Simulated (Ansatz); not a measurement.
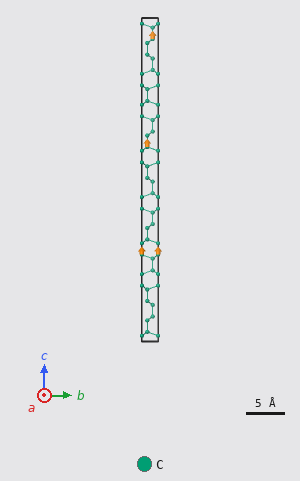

A crystal of C (R-3m): C7 (one in each cell of 14 atoms) is moved towards the nearest copy of atom 9 (C) at 1.545 Å, all else fixed. The picture shows the reference cell. The orange arrows give the direction of positive displacement. The picture is a ball-and-stick view of the conventional cell (3 times the calculation's cell), seen along the a axis. Lengths and directions refer to the drawn axes.

These are results of DFT PBE, scalar-relativistic, plane waves, PAW (Ansatz 0.2.0), not measurements. Settings: plane-wave cutoff 420 eV; k-point mesh 12 × 12 × 12; occupations gaussian; smearing width 0.05 eV; no spin polarisation. Energies (free energies at the smearing named) are counted from the relaxed crystal.

The input:
```yaml
crystal:
  lattice:
    - [1.2605908737, 0.7278024803, 14.4911104823]
    - [-1.2605908737, 0.7278024803, 14.4911104823]
    - [0.0, -1.4556049605, 14.4911104823]
  atoms:
    - { symbol: C, position: [0.0177845585, 0.0177845585, 0.0177845585] }
    - { symbol: C, position: [0.9822154415, 0.9822154415, 0.9822154415] }
    - { symbol: C, position: [0.1726033077, 0.1726033077, 0.1726033077] }
    - { symbol: C, position: [0.8273966923, 0.8273966923, 0.8273966923] }
    - { symbol: C, position: [0.2081470494, 0.2081470494, 0.2081470494] }
    - { symbol: C, position: [0.7918529506, 0.7918529506, 0.7918529506] }
    - { symbol: C, position: [0.2681325685, 0.2681325685, 0.2681325685] }
    - { symbol: C, position: [0.7318674315, 0.7318674315, 0.7318674315] }
    - { symbol: C, position: [0.3036793662, 0.3036793662, 0.3036793662] }
    - { symbol: C, position: [0.6963206338, 0.6963206338, 0.6963206338] }
    - { symbol: C, position: [0.4104737028, 0.4104737028, 0.4104737028] }
    - { symbol: C, position: [0.5895262972, 0.5895262972, 0.5895262972] }
    - { symbol: C, position: [0.4465794463, 0.4465794463, 0.4465794463] }
    - { symbol: C, position: [0.5534205537, 0.5534205537, 0.5534205537] }
basis:
  ecutwfc: 420
kpoints:
  mp_grid: { grid: [12, 12, 12] }
hamiltonian:
  xc: pbe
scf:
  occupations: { method: gaussian, width: 0.05 }
output:
  forces: true
  stress: true
  eigenvalues: true
```

Run as
```bash
ansatz run input.yaml --threads 4 --pin off --max-ram 9216MiB --backend cpu --events-out ev --progress --plain --runs-dir out
```

Q: Give the energy at each point (the displacement: −0.60, −0.40, −0.20, 0.00, 0.10, 0.20, 0.30, 0.40, 0.50, 0.60 Å).

A:
```tsv
displacement (Å)	energy change (eV/cell)
−0.60	5.50
−0.40	2.84
−0.20	0.83
0.00	0.00
0.10	0.26
0.20	1.15
0.30	2.87
0.40	5.73
0.50	10.28
0.60	17.46
```

Of the computed points the lowest is at the displacement 0.00 Å, 0.00 eV/cell. The end points stand at 5.50 eV/cell (−0.60 Å) and 17.46 eV/cell (0.60 Å). The curvature at zero is about 49 eV/Å². The well is lopsided: at ±0.60 Å the energy is 3.2 times higher on the positive side. At the highest point the shortest interatomic distance is 0.94 Å, against 1.54 Å in the reference. The distortion takes the space group from R-3m to R3m.
